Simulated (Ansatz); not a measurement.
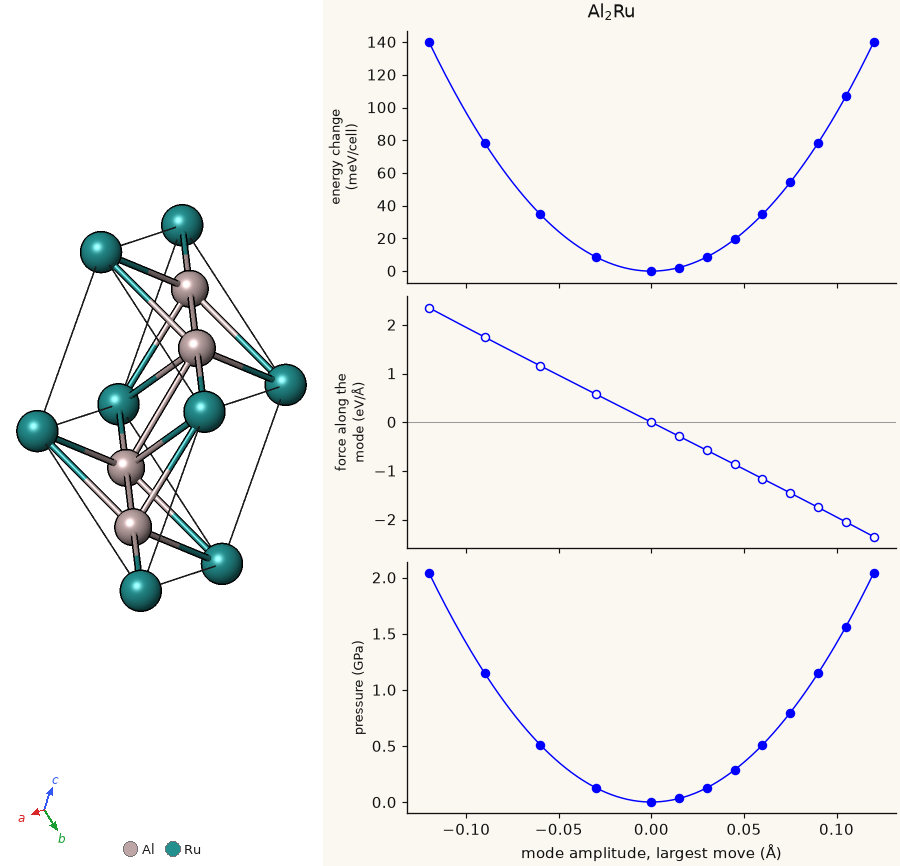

How it was computed, with Ansatz 0.2.0: a normal mode of the cell frozen into a crystal at growing amplitude, by plane-wave density functional theory with PAW datasets, free energies less that of the undisturbed cell, pressure positive in compression; scalar-relativistic. Level: PBEsol, no spin polarisation.

- wave cutoff: 420 eV
- k mesh: 22×22×22
- occupations: Gaussian
- smearing width: 0.15 eV
- k shift: (0, 0, 0) (mesh steps)
- start: relaxed

Starting cell:
```
CELL_PARAMETERS angstrom
-1.56068 1.56068 4.21155
1.56068 -1.56068 4.21155
1.56068 1.56068 -4.21155
ATOMIC_POSITIONS crystal
Al 0.65908 0.65908 0.00000
Al 0.34092 0.34092 0.00000
Ru 0.00000 0.00000 0.00000
```

Displacement pattern for amplitude 1 (x, y, z for each atom, in the order of the cell):
| atom | x | y | z |
| --- | --- | --- | --- |
| Al1 | 0.00 | 0.00 | −1.00 |
| Al2 | 0.00 | 0.00 | −1.00 |
| Ru3 | 0.00 | 0.00 | 0.53 |

Caption: Energy change, force along the mode and pressure against mode amplitude for Al₂Ru, space group I4/mmm (No. 139). The cell is drawn beside the plot.

The points at mode amplitude −0.09, −0.03, 0.06 and 0.12 follow from computed ones by symmetry.

The energy rises on both sides of the starting structure, which is therefore a minimum along this path. The energy change is 139.8 meV/cell at mode amplitude −0.120 Å and 139.8 meV/cell at 0.120 Å; the lowest computed point is at mode amplitude 0.000 Å (0.0 meV/cell), in a single well. The force along the mode falls from 2.35 eV/Å at mode amplitude −0.120 Å to −2.35 eV/Å at 0.120 Å, and changes sign near 0.000 Å. The pressure goes from 2.039 GPa at mode amplitude −0.120 Å to 2.039 GPa at 0.120 Å, not monotonically, with a low of 0.003 GPa at 0.000 Å. The harmonic force constant k (E = k x²/2 near the start) is 19.2 eV/Å².
